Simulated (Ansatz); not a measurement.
## Geometry relaxation of Ge (part 1 of 2)

The run: geometry relaxation of Ge (Cmmm, 1 atom in the cell). Method and program: DFT r2SCAN, scalar-relativistic, plane waves, PAW, no spin polarisation (Ansatz 0.2.0).

The structure derives from a Materials Project entry. Figures and captions count atoms from 1; the log counts them from 0 in places.

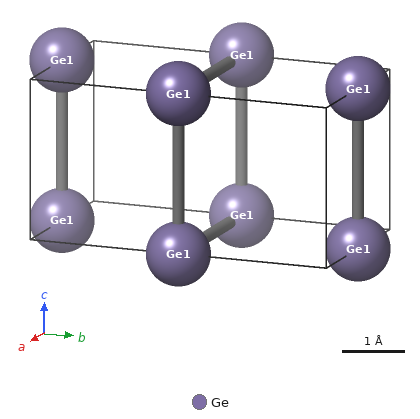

The structure as given in the input (ball-and-stick view of the cell 2 times as large as that of the calculation, set on its symmetry axes, seen slightly off an axis; atoms are numbered from 1 in the order of the input). An atom can appear more than once, as a periodic image.

**Input**
```yaml
crystal:
  lattice:
    - [1.397149, -2.600516, 0.0]
    - [1.397149, 2.600516, 0.0]
    - [0.0, 0.0, 2.698231]
  atoms:
    - { symbol: Ge, position: [0.5, 0.5, 0.0] }
basis:
  ecutwfc: 500
kpoints:
  mp_grid: { grid: [16, 16, 16] }
hamiltonian:
  xc: r2scan
scf:
  occupations: { method: gaussian, width: 0.1 }
output:
  forces: true
  stress: true
  eigenvalues: true
  write_density: true
  write_potential: true
  elf: true
  volumetric_format: npy
relax:
  adjacent_minimum: "off"
  f_tol: 0.005
  max_steps: 80
  cell: { stress_tol: 0.05 }
```

Launch command:
```bash
ansatz run input.yaml --threads 2 --pin off --max-ram 5120MiB --backend cpu --events-out ev --progress --plain --runs-dir out
```

**What the program printed**
```
Engine: ansatz 0.2.0, x86_64-unknown-linux-gnu
Pseudopotentials: kind: paw
Pseudopotential: Ge, paw, valence charge 14, recommended cutoff 500 eV (meta_gga), Ge.paw.azcp
Functional definition: r2SCAN
  parameter k0 = 0.174
  parameter k1 = 0.065
  parameter a1 = 4.9479
  exchange = r2scan_x(k0 = k0, k1 = k1, a1 = a1)
  correlation = r2scan_c
Crystal: 1 atoms, lattice volume = 19.607 Å³
Basis set: ecut = 500 eV, 501 PW (Γ), exchange–correlation on 96×96×80 points (64 copies of the dense FFT grid, shifted against one another)
Bands: 11, of which v1, the nominal top of the filled ones, is band 7 counted from 1 (6 counted from 0)
Symmetry: 8 space group operations
Space group: Cmmm (ITA 65), of the structure as read, at distance tolerance 2.7e-5 Å
k-points: 657 of 4096
Non-local potential: Ge, projectors of the file, l = 0: 2, l = 1: 2, l = 2: 3, l = 3: 1
PAW form: soft (Blöchl's): semilocal exchange-correlation on the pseudo side does not see the compensation charge
PAW frozen core: Ge, regenerated for the run's functional (the file was generated under x = pbe(κ = 0.804, μ = 0.2195149727645171), c = pbe(β = 0.06672455060314922))
PAW one-centre angular grid: Ge, 590 points (default); XC on 160 Gauss nodes
Initial density: superposition of atomic densities (neutral atoms: chi_scale 0, normalization atom), corrected by the library's trained network
Initial wavefunctions: pseudopotential atomic-orbital guess
Functional: x = r2scan, c = r2scan; τ floored in thin density (d = 2e-4 eV/Å³)
SCF iter   1: F=—  HF=-4302.497938 eV  |F-HF|=—  |Δ(HF+E_count)|=         —  Δρ=6.36e-3  dr2=2.64e-3  dr2_τ=5.49e-4  ethr=1.77e-3  ⟨swp⟩=5.2  Hψ=42184  notcnv=0
preconditioner: auto → none  [metal: Δε(μ)=0.035 eV  Ē_g=28.200 eV  σ=0.100 eV  W_gap=0.20  n_scr=8 (ndim 8)  ℏωp=31.4 eV  f_vac=0.000  D(μ)=0.38/eV (n_scr^D=0)  sad-step TF]
SCF iter   2: F=—  HF=-4302.507487 eV  |F-HF|=—  |Δ(HF+E_count)|=   9.55e-3  Δρ=2.30e-3  dr2=4.70e-4  dr2_τ=9.50e-6  ethr=1.89e-5  ⟨swp⟩=2.0  Hψ=19618  notcnv=0  defer=92
SCF iter   3: F=—  HF=-4302.507686 eV  |F-HF|=—  |Δ(HF+E_count)|=   2.00e-4  Δρ=1.16e-3  dr2=1.14e-4  dr2_τ=1.91e-6  ethr=3.36e-6  ⟨swp⟩=1.0  Hψ=7222  notcnv=0  defer=92
SCF iter   4: F=—  HF=-4302.507739 eV  |F-HF|=—  |Δ(HF+E_count)|=   5.31e-5  Δρ=3.71e-5  dr2=1.27e-7  dr2_τ=8.21e-9  ethr=8.13e-7  ⟨swp⟩=2.0  Hψ=8464  notcnv=0  defer=92
SCF iter   5: F=—  HF=-4302.507739 eV  |F-HF|=—  |Δ(HF+E_count)|=   5.46e-8  Δρ=4.49e-6  dr2=1.68e-9  dr2_τ=6.74e-11  ethr=9.09e-10  ⟨swp⟩=2.0  Hψ=11773  notcnv=0  defer=92
SCF iter   6: F=-4302.507739 eV  HF=-4302.507739 eV  |F-HF|=1.09e-10  |Δ(HF+E_count)|=   2.59e-9  Δρ=6.43e-7  dr2=6.70e-11  dr2_τ=8.48e-13  ethr=1.20e-11  ⟨swp⟩=4.6  Hψ=33233  notcnv=0
SCF 1 converged in 6 iterations: F = -4302.507739 eV  dr2 = 6.70e-11
  greatest PAW one-centre occupation: 0.998 electrons in one spin orbital (limit 2), on the Ge atom at site 0 (counted from 0), in its partial waves of l = 2
relax step   1: F+E_penalty+E_count = -4302.50773944 eV  Δ(F+E_penalty+E_count) = +0.000e0 eV  max|allowed force component| = 0.000e0 eV/Å  Δτ_max = 0.0000 Å  P = -3.187 GPa  Ω = 19.607 Å³  (6 SCF iters, dr2 threshold 1.00e-7 eV, accepted)
Crystal: 1 atoms, lattice volume = 18.386 Å³
Basis set: ecut = 500 eV, 453 PW (Γ), exchange–correlation on 96×96×80 points (64 copies of the dense FFT grid, shifted against one another)
Initial density: handed on by an earlier stage of this run
Initial wavefunctions: those handed on with the density
iter 1 solved again at ethr=1.65e-6 eV; its pass at ethr=3.10e-3 eV (dr2=2.31e-4 eV) is discarded
SCF iter   1: F=—  HF=-4302.500860 eV  |F-HF|=—  |Δ(HF+E_count)|=         —  Δρ=1.48e-3  dr2=2.35e-4  dr2_τ=3.80e-3  ethr=1.65e-6  ⟨swp⟩=1.4  Hψ=58441  notcnv=0
preconditioner: auto → none  [metal: Δε(μ)=0.001 eV  Ē_g=28.453 eV  σ=0.100 eV  W_gap=0.01  n_scr=8 (ndim 8)  ℏωp=32.4 eV  f_vac=0.000  D(μ)=0.32/eV (n_scr^D=0)]
SCF iter   2: F=—  HF=-4302.516141 eV  |F-HF|=—  |Δ(HF+E_count)|=   1.53e-2  Δρ=1.25e-3  dr2=1.75e-4  dr2_τ=1.55e-6  ethr=1.65e-6  ⟨swp⟩=2.0  Hψ=14458  notcnv=0
SCF iter   3: F=—  HF=-4302.516279 eV  |F-HF|=—  |Δ(HF+E_count)|=   1.38e-4  Δρ=4.79e-4  dr2=2.20e-5  dr2_τ=3.32e-7  ethr=1.25e-6  ⟨swp⟩=2.3  Hψ=11706  notcnv=0
SCF iter   4: F=—  HF=-4302.516295 eV  |F-HF|=—  |Δ(HF+E_count)|=   1.59e-5  Δρ=1.25e-4  dr2=2.76e-6  dr2_τ=2.10e-8  ethr=1.57e-7  ⟨swp⟩=2.0  Hψ=11196  notcnv=0
SCF iter   5: F=—  HF=-4302.516294 eV  |F-HF|=—  |Δ(HF+E_count)|=   1.23e-7  Δρ=3.20e-5  dr2=1.97e-7  dr2_τ=1.77e-9  ethr=1.97e-8  ⟨swp⟩=2.0  Hψ=11690  notcnv=0
SCF iter   6: F=-4302.516295 eV  HF=-4302.516294 eV  |F-HF|=2.12e-8  |Δ(HF+E_count)|=   7.97e-8  Δρ=1.54e-5  dr2=3.35e-8  dr2_τ=2.79e-10  ethr=7.14e-10  ⟨swp⟩=8.0  Hψ=44599  notcnv=0
SCF 2 converged in 6 iterations: F = -4302.516295 eV  dr2 = 3.35e-8
relax step   2: F+E_penalty+E_count = -4302.51629450 eV  Δ(F+E_penalty+E_count) = -8.555e-3 eV  max|allowed force component| = 0.000e0 eV/Å  Δτ_max = 0.0000 Å  P = +1.398 GPa  Ω = 18.386 Å³  energy of the carried Pulay correction = +4.251e-4 eV  (6 SCF iters, dr2 threshold 1.00e-7 eV, accepted)
Crystal: 1 atoms, lattice volume = 18.743 Å³
Basis set: ecut = 500 eV, 465 PW (Γ), exchange–correlation on 96×96×80 points (64 copies of the dense FFT grid, shifted against one another)
iter 1 solved again at ethr=1.62e-7 eV; its pass at ethr=3.10e-3 eV (dr2=2.27e-5 eV) is discarded
SCF iter   1: F=—  HF=-4302.515970 eV  |F-HF|=—  |Δ(HF+E_count)|=         —  Δρ=4.66e-4  dr2=2.35e-5  dr2_τ=3.68e-4  ethr=1.62e-7  ⟨swp⟩=2.1  Hψ=57563  notcnv=0
preconditioner: auto → none  [metal: Δε(μ)=0.001 eV  Ē_g=28.307 eV  σ=0.100 eV  W_gap=0.01  n_scr=8 (ndim 8)  ℏωp=32.1 eV  f_vac=0.000  D(μ)=0.32/eV (n_scr^D=0)]
SCF iter   2: F=—  HF=-4302.517796 eV  |F-HF|=—  |Δ(HF+E_count)|=   1.83e-3  Δρ=3.49e-4  dr2=1.39e-5  dr2_τ=1.24e-7  ethr=1.62e-7  ⟨swp⟩=2.0  Hψ=11868  notcnv=0
SCF iter   3: F=—  HF=-4302.517807 eV  |F-HF|=—  |Δ(HF+E_count)|=   1.15e-5  Δρ=1.34e-4  dr2=1.73e-6  dr2_τ=2.68e-8  ethr=9.94e-8  ⟨swp⟩=2.7  Hψ=11866  notcnv=0
SCF iter   4: F=—  HF=-4302.517809 eV  |F-HF|=—  |Δ(HF+E_count)|=   1.44e-6  Δρ=4.10e-5  dr2=3.00e-7  dr2_τ=2.15e-9  ethr=1.24e-8  ⟨swp⟩=2.0  Hψ=11753  notcnv=0
SCF iter   5: F=-4302.517809 eV  HF=-4302.517809 eV  |F-HF|=3.42e-9  |Δ(HF+E_count)|=   5.94e-8  Δρ=9.68e-6  dr2=2.09e-8  dr2_τ=1.87e-10  ethr=7.14e-10  ⟨swp⟩=8.0  Hψ=48919  notcnv=0
SCF 3 converged in 5 iterations: F = -4302.517809 eV  dr2 = 2.09e-8
relax step   3: F+E_penalty+E_count = -4302.51780857 eV  Δ(F+E_penalty+E_count) = -1.514e-3 eV  max|allowed force component| = 0.000e0 eV/Å  Δτ_max = 0.0000 Å  P = -0.101 GPa  Ω = 18.743 Å³  energy of the carried Pulay correction = +2.984e-4 eV  (5 SCF iters, dr2 threshold 1.00e-7 eV, accepted)
Crystal: 1 atoms, lattice volume = 18.725 Å³
iter 1 solved again at ethr=9.17e-9 eV; its pass at ethr=3.10e-3 eV (dr2=1.28e-6 eV) is discarded
SCF iter   1: F=—  HF=-4302.517858 eV  |F-HF|=—  |Δ(HF+E_count)|=         —  Δρ=8.79e-5  dr2=1.52e-6  dr2_τ=2.99e-6  ethr=9.17e-9  ⟨swp⟩=2.0  Hψ=53670  notcnv=0
preconditioner: auto → none  [metal: Δε(μ)=0.018 eV  Ē_g=28.323 eV  σ=0.100 eV  W_gap=0.10  n_scr=8 (ndim 8)  ℏωp=32.1 eV  f_vac=0.000  D(μ)=0.31/eV (n_scr^D=0)]
SCF iter   2: F=—  HF=-4302.517866 eV  |F-HF|=—  |Δ(HF+E_count)|=   8.13e-6  Δρ=4.16e-5  dr2=2.49e-7  dr2_τ=1.46e-9  ethr=9.17e-9  ⟨swp⟩=2.0  Hψ=8584  notcnv=0
SCF iter   3: F=-4302.517866 eV  HF=-4302.517866 eV  |F-HF|=1.42e-9  |Δ(HF+E_count)|=   7.17e-8  Δρ=7.76e-6  dr2=5.55e-9  dr2_τ=3.85e-10  ethr=7.14e-10  ⟨swp⟩=8.0  Hψ=45663  notcnv=0
SCF 4 converged in 3 iterations: F = -4302.517866 eV  dr2 = 5.55e-9
relax step   4: F+E_penalty+E_count = -4302.51786579 eV  Δ(F+E_penalty+E_count) = -5.722e-5 eV  max|allowed force component| = 0.000e0 eV/Å  Δτ_max = 0.0000 Å  P = -0.027 GPa  Ω = 18.725 Å³  energy of the carried Pulay correction = +3.047e-4 eV  (3 SCF iters, dr2 threshold 1.00e-7 eV, accepted)
Crystal: 1 atoms, lattice volume = 18.719 Å³
iter 1 solved again at ethr=3.18e-9 eV; its pass at ethr=3.10e-3 eV (dr2=4.45e-7 eV) is discarded
SCF iter   1: F=—  HF=-4302.517873 eV  |F-HF|=—  |Δ(HF+E_count)|=         —  Δρ=5.26e-5  dr2=5.28e-7  dr2_τ=8.40e-7  ethr=3.18e-9  ⟨swp⟩=2.0  Hψ=53667  notcnv=0
preconditioner: auto → none  [metal: Δε(μ)=0.023 eV  Ē_g=28.325 eV  σ=0.100 eV  W_gap=0.13  n_scr=8 (ndim 8)  ℏωp=32.1 eV  f_vac=0.000  D(μ)=0.31/eV (n_scr^D=0)]
SCF iter   2: F=—  HF=-4302.517875 eV  |F-HF|=—  |Δ(HF+E_count)|=   1.90e-6  Δρ=2.42e-5  dr2=8.21e-8  dr2_τ=5.19e-10  ethr=3.18e-9  ⟨swp⟩=2.0  Hψ=8587  notcnv=0
SCF iter   3: F=-4302.517875 eV  HF=-4302.517875 eV  |F-HF|=4.09e-10  |Δ(HF+E_count)|=   2.82e-8  Δρ=4.25e-6  dr2=1.51e-9  dr2_τ=1.15e-10  ethr=3.52e-10  ⟨swp⟩=7.2  Hψ=37630  notcnv=0
SCF 5 converged in 3 iterations: F = -4302.517875 eV  dr2 = 1.51e-9
relax step   5: F+E_penalty+E_count = -4302.51787522 eV  Δ(F+E_penalty+E_count) = -9.431e-6 eV  max|allowed force component| = 0.000e0 eV/Å  Δτ_max = 0.0000 Å  P = +0.000 GPa  Ω = 18.719 Å³  energy of the carried Pulay correction = +3.068e-4 eV  (3 SCF iters, dr2 threshold 4.92e-8 eV, accepted)
Initial wavefunctions: pseudopotential atomic-orbital guess (no wavefunctions were taken with the density)
iter 1 solved again at ethr=6.98e-9 eV; its pass at ethr=3.10e-3 eV (dr2=9.78e-7 eV) is discarded
SCF iter   1: F=—  HF=-4302.517599 eV  |F-HF|=—  |Δ(HF+E_count)|=         —  Δρ=3.89e-5  dr2=4.66e-8  dr2_τ=2.91e-7  ethr=6.98e-9  ⟨swp⟩=3.1  Hψ=60055  notcnv=0
preconditioner: auto → none  [metal: Δε(μ)=0.022 eV  Ē_g=28.325 eV  σ=0.100 eV  W_gap=0.13  n_scr=8 (ndim 8)  ℏωp=32.1 eV  f_vac=0.000  D(μ)=0.31/eV (n_scr^D=0)]
SCF iter   2: F=—  HF=-4302.517599 eV  |F-HF|=—  |Δ(HF+E_count)|=   2.00e-7  Δρ=2.82e-5  dr2=4.57e-8  dr2_τ=4.12e-9  ethr=3.33e-10  ⟨swp⟩=2.0  Hψ=11844  notcnv=0
SCF iter   3: F=—  HF=-4302.517599 eV  |F-HF|=—  |Δ(HF+E_count)|=   5.30e-8  Δρ=6.21e-6  dr2=1.38e-9  dr2_τ=4.69e-10  ethr=3.27e-10  ⟨swp⟩=2.2  Hψ=9288  notcnv=0
SCF iter   4: F=—  HF=-4302.517599 eV  |F-HF|=—  |Δ(HF+E_count)|=   4.45e-9  Δρ=1.05e-6  dr2=8.96e-11  dr2_τ=2.80e-12  ethr=9.83e-12  ⟨swp⟩=2.0  Hψ=11844  notcnv=0
SCF iter   5: F=-4302.517599 eV  HF=-4302.517599 eV  |F-HF|=1.82e-12  |Δ(HF+E_count)|=  5.55e-11  Δρ=7.63e-8  dr2=4.04e-13  dr2_τ=3.74e-14  ethr=1.00e-12  ⟨swp⟩=3.2  Hψ=28238  notcnv=0
SCF 6 converged in 5 iterations: F = -4302.517599 eV  dr2 = 4.04e-13
relax step   6: F+E_penalty+E_count = -4302.51759926 eV  Δ(F+E_penalty+E_count) = +2.760e-4 eV  max|allowed force component| = 0.000e0 eV/Å  Δτ_max = 0.0000 Å  P = -0.011 GPa  Ω = 18.719 Å³  stress off target by 1.54e-2 GPa  SCF on the basis re-selected at this cell (its energy is not comparable with the rows above)  (5 SCF iters)
```
